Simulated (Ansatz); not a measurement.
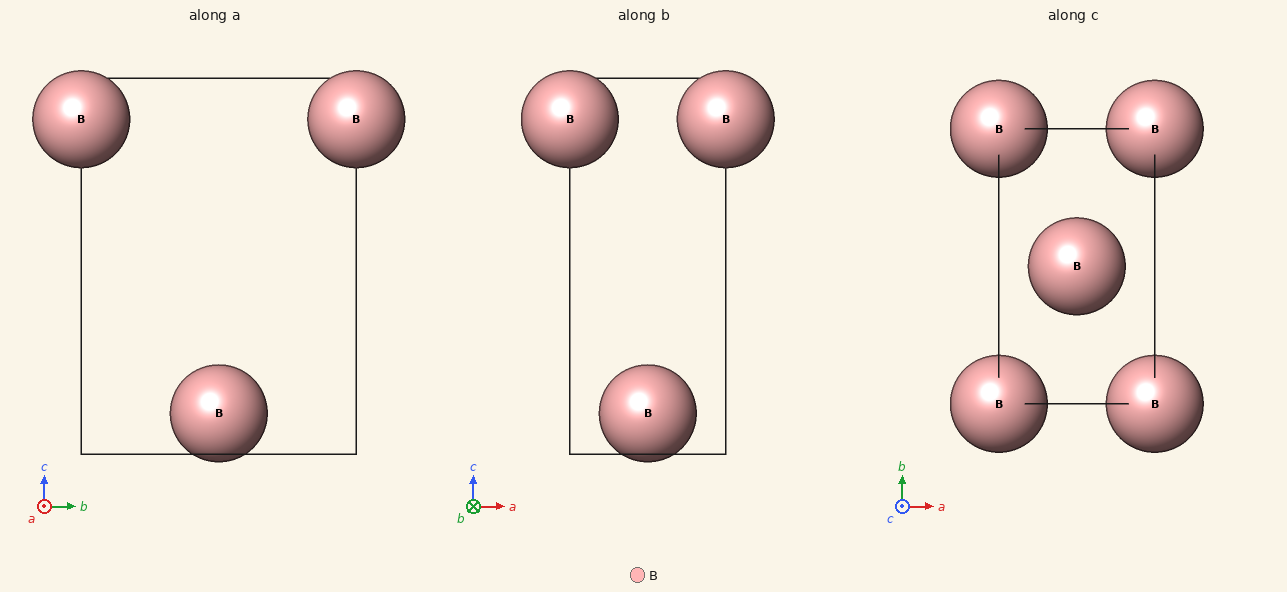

An orthographic spheres-only view of the structure, along the a axis, along the b axis and along the c axis. The lines enclose the conventional unit cell; boundary atoms appear with their images.

Lattice parameters: a = 1.624 Å, b = 2.866 Å, c = 3.921 Å, α = 90.00°, β = 90.00°, γ = 90.00°.

Q: Give the structure in the form of a table of Wyckoff sites, with free fractional coordinates to two decimals.

A: Space group Pmmn:1 (No. 59).
| atom | site | x | y | z |
| --- | --- | --- | --- | --- |
| B | 2a | 0.00 | 0.00 | 0.89 |

The structure was taken from a random cell made by a generator, so it need not be a real form of the element. The structure drawn was relaxed with DFT PBE, scalar-relativistic, plane waves, PAW (Ansatz 0.2.0).
